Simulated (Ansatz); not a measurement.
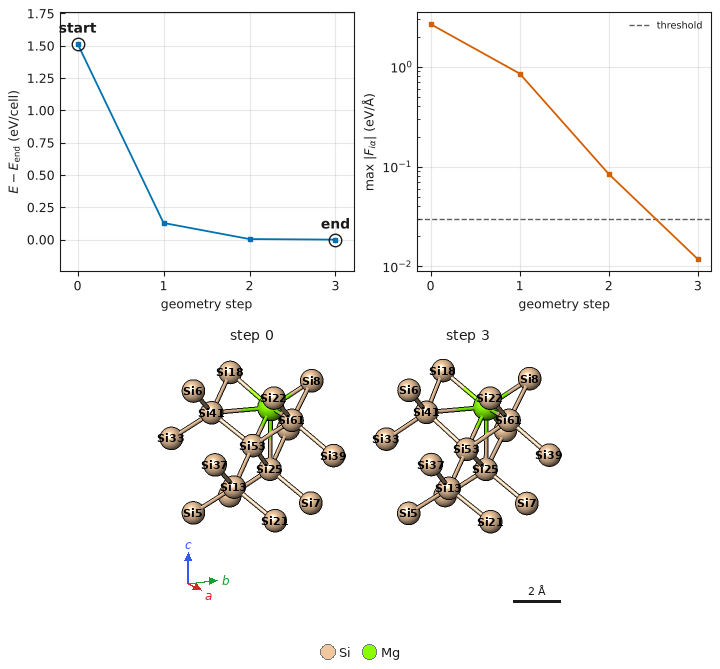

First and last geometry of a relaxation of a defect cell of composition Si64Mg (cell charge +1), with the history of the run. The picture is a ball-and-stick view of the atoms within 4.2 Å of the atom that moves most (axes of the cell of the calculation (origin shifted)), seen slightly off an axis.

The atoms of the start lie slightly off their symmetric places, so part of the fall in energy undoes that.

The calculation used DFT, PBEsol, PAW, plane waves (Ansatz 0.2.0). (plane-wave cutoff 420 eV; k-point mesh 1 × 1 × 1; mesh shifted by (0.25, 0.25, 0.25); collinear spin; atoms relaxed in a fixed cell; force threshold 0.03 eV/Å; at most 80 steps)

**What do the curves and the structures tell?**

It converged. The energy falls by 1.516 eV per cell of the calculation in 3 geometry steps. The largest force component goes from 2.7 to 0.012 eV/Å. A Si atom moves most: 0.19 Å along [1 −2 −3]. By element the largest moves are Si 0.19 Å, Mg 0.04 Å. The cell stays as it was. Near-neighbour distances that change, for instance: Mg–Si 2.299 → 2.500 Å, Si–Si 2.259 → 2.440 Å, Mg–Si 2.347 → 2.506 Å, Mg–Si 2.377 → 2.502 Å. Among the angles between lasting bonds that change: Si–Si–Si 106.9° → 114.6°, Si–Si–Si 105.8° → 112.3°, Si–Si–Si 108.8° → 114.6°. The run took 4.4 s on 1 × NVIDIA GB200 with 8 threads of Arm Neoverse-V2, peak memory 1.8 GiB.

Limits of the set-up: the cell is charged, on a uniform background, and energies carry no finite-size correction.
